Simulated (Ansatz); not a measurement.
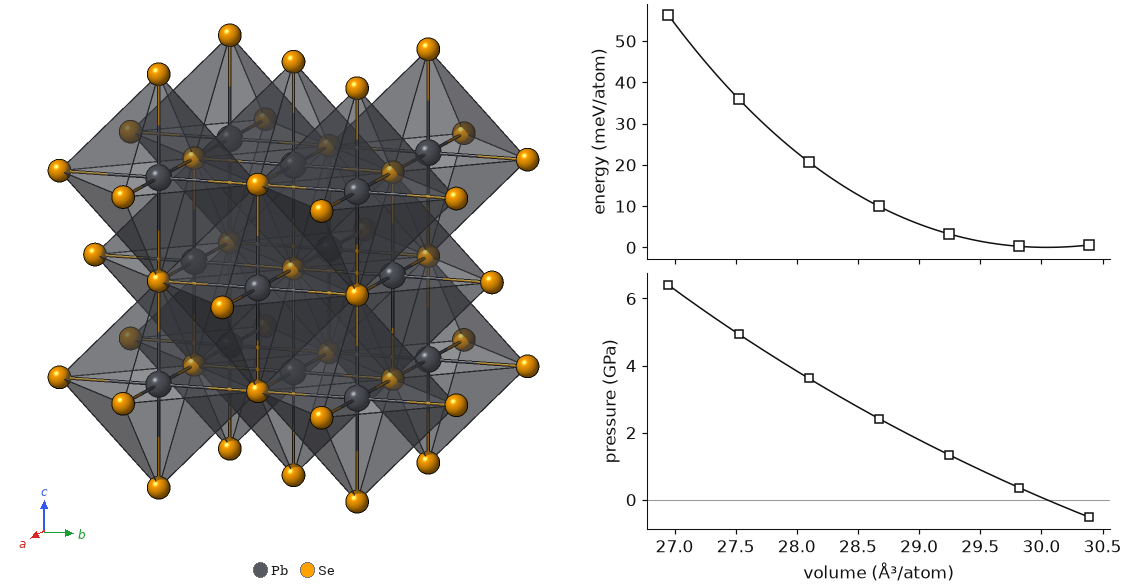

The picture above shows the energy and pressure against volume for PbSe, space group Fm-3m (No. 225). The conventional cell is drawn beside the plot.

Cell as given: a = 4.328 Å, b = 4.328 Å, c = 4.328 Å, α = 60.00°, β = 60.00°, γ = 60.00°; 2 atoms.

Computed with Ansatz 0.2.0: all-electron LAPW DFT, no spin polarisation; energies at scaled volumes of the given cell, shape and fractions fixed, counted from the fit's minimum, third-order Birch-Murnaghan fit. Level: PBE.

k mesh 8×8×8; occupations Fermi–Dirac; smearing width 0.05 eV; potentials all electron LAPW, scalar relativistic; program settings basis error eV/atom 0.0005.

**What equilibrium volume and bulk modulus follow from the curve?**

A third-order Birch–Murnaghan fit gives V0 = 30.04 Å³/atom, B0 = 46.9 GPa and B′ = 4.2.

**How does the pressure vary with volume?**

It falls from 6.40 GPa at volume 26.95 Å³/atom to −0.52 GPa at 30.39 Å³/atom, and changes sign near 30.05 Å³/atom.

Limits of the calculation: spin-orbit coupling left out, heavy elements.
